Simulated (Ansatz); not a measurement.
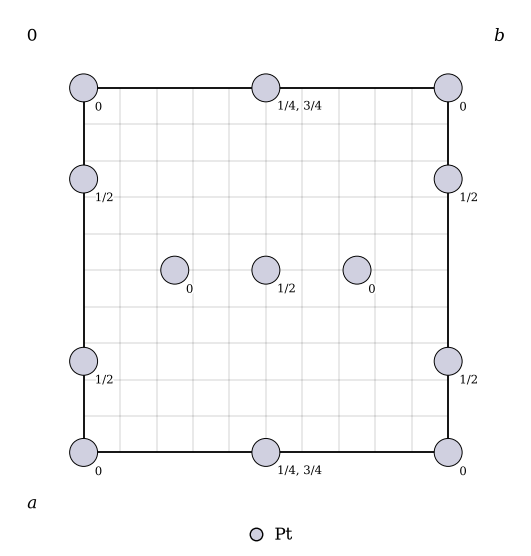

Plan of a unit cell projected along c (a down the page, b across); the numbers are heights as fractions of c, and atoms on the cell's edges are repeated. The grid marks tenths of a and b. Source: the input geometry of an electronic-structure calculation (not necessarily at equilibrium); the starting structure was generated, so it need not be a known form of this composition. All values are computed from the atomic coordinates in the standard setting (tolerance 0.002 Å).

a = 4.965 Å, b = 4.965 Å, c = 4.965 Å, α = 90.00°, β = 90.00°, γ = 90.00°.

What does the cell contain?

Answer. 8 Pt: Pt, Z = 8.

Which space group?

Answer. Pm-3n (No. 223), primitive cubic.

Give the independent sites, coordinates to two places.

Answer.
| atom | site | symmetry | x | y | z |
| --- | --- | --- | --- | --- | --- |
| Pt | 2a | m-3. | 0.00 | 0.00 | 0.00 |
| Pt | 6c | -4m.2 | 0.25 | 0.00 | 0.50 |
